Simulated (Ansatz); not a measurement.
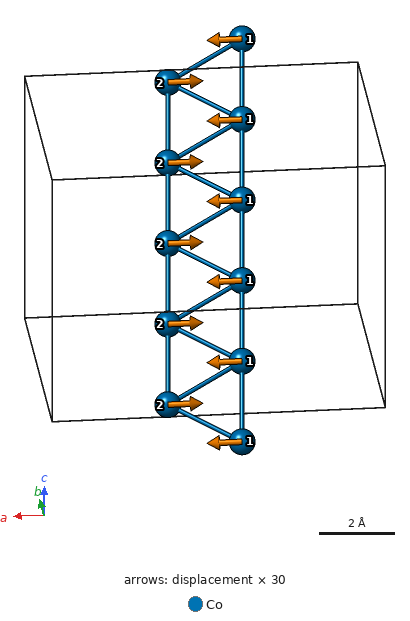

This is a relaxation of a wire of composition Co. The starting structure is drawn; orange arrows show the displacements (the part carried along by the change of the cell is left out), magnified 30 times.

The picture is a ball-and-stick view of the 3 repeat of the cell, with the vacuum cut short, seen from a free direction.

Case: strip chain of atoms.

Level of theory: Ansatz 0.2.0, DFT PBE, scalar-relativistic, plane waves, PAW.

Input file:
```yaml
crystal:
  lattice:
    - [11.0, 0.0, 0.0]
    - [0.0, 9.3, 0.0]
    - [0.0, 0.0, 2.3635582777]
  atoms:
    - { symbol: Co, position: [0.4087820562, 0.5, 0.0], spin: 1.84 }
    - { symbol: Co, position: [0.5912179438, 0.5, 0.5], spin: 1.84 }
basis:
  ecutwfc: 420
kpoints:
  mp_grid: { grid: [1, 1, 27] }
hamiltonian:
  xc: pbe
scf:
  occupations: { method: gaussian, width: 0.05 }
output:
  forces: true
  stress: true
  eigenvalues: true
  populations: true
  write_density: true
  write_potential: true
  elf: true
  volumetric_format: npy
magnetization:
  spin_polarized: true
relax:
  adjacent_minimum: "off"
  f_tol: 0.01
  max_steps: 45
  cell: { fix: [a, b, alpha, beta, gamma], stress_tol: 0.03 }
```

Run as
```bash
ansatz run input.yaml --threads 2 --pin off --max-ram 5120MiB --backend cpu --events-out ev --progress --plain --runs-dir out
```

Question: Describe the change and its energy.

Answer: Over 4 accepted moves (5 points after the start) the energy falls by 35.3 meV per cell of the calculation. The largest force component goes from 0.62 to 0.0014 eV/Å. The SCF was repeated once at an unchanged geometry on a basis and grid sized afresh for the cell, which shifted the energy by 0.4 meV per cell of the calculation at most. The largest moves relative to the layer's centre, 0.032 Å, are those of Co1 and Co2. Along the periodic axis the drawn cell goes c 7.091 → 6.972 Å (−1.7 %). Among the contacts that change: Co1–Co2 2.329 → 2.263 Å, Co1–Co1 2.364 → 2.324 Å.

Limits of the set-up: the k-point mesh is coarse for a cell with partly filled bands.
